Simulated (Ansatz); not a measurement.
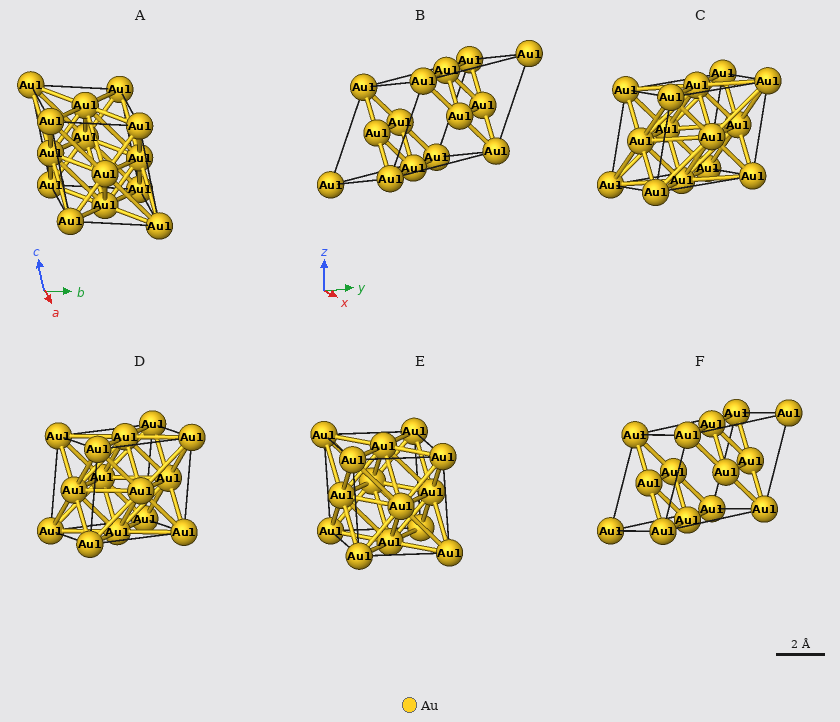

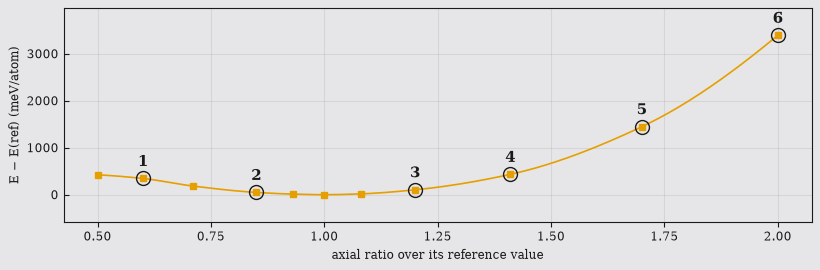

A crystal of Au (Fm-3m): the ratio of the cell's length along [111] to its lengths across, counted as 1 for the reference, is changed at fixed volume (a trigonal path), with the atoms kept at their fractional coordinates. x, y and z are the Cartesian axes of the input. The frames are shuffled; the numbered points of the plot belong to them. A ball-and-stick model of the conventional cell (4 times the calculation's cell), seen slightly off an axis. Lengths and directions refer to the drawn axes.

Computed with DFT r2SCAN, scalar-relativistic, plane waves, PAW in Ansatz 0.2.0. Settings: plane-wave cutoff 500 eV; k-point mesh 22 × 22 × 22; occupations gaussian; smearing width 0.15 eV; no spin polarisation. Energies (free energies at the smearing named) are counted from the cell as listed in its source, which wasn't relaxed.

Q: Match the frames to the points.

A: Point 1 is frame A (the relative ratio 0.60, 346 meV/atom); 2 is frame E (the relative ratio 0.85, 48 meV/atom); 3 is frame D (the relative ratio 1.20, 104 meV/atom); 4 is frame C (the relative ratio 1.41, 432 meV/atom); 5 is frame F (the relative ratio 1.70, 1446 meV/atom); 6 is frame B (the relative ratio 2.00, 3392 meV/atom). Of the computed points the lowest is at the relative ratio 1.00, 0 meV/atom. The unrelaxed reference is under a pressure of 4.1 GPa. The distortion takes the space group from Fm-3m to R-3m, except for Pm-3m at 0.50. At the relative ratio 2.00 the cell of the drawing goes a 4.091 → 4.592 Å, b 4.091 → 4.592 Å, c 4.091 → 4.592 Å, α 90.0° → 60.0°, β 90.0° → 60.0°, γ 90.0° → 60.0°.
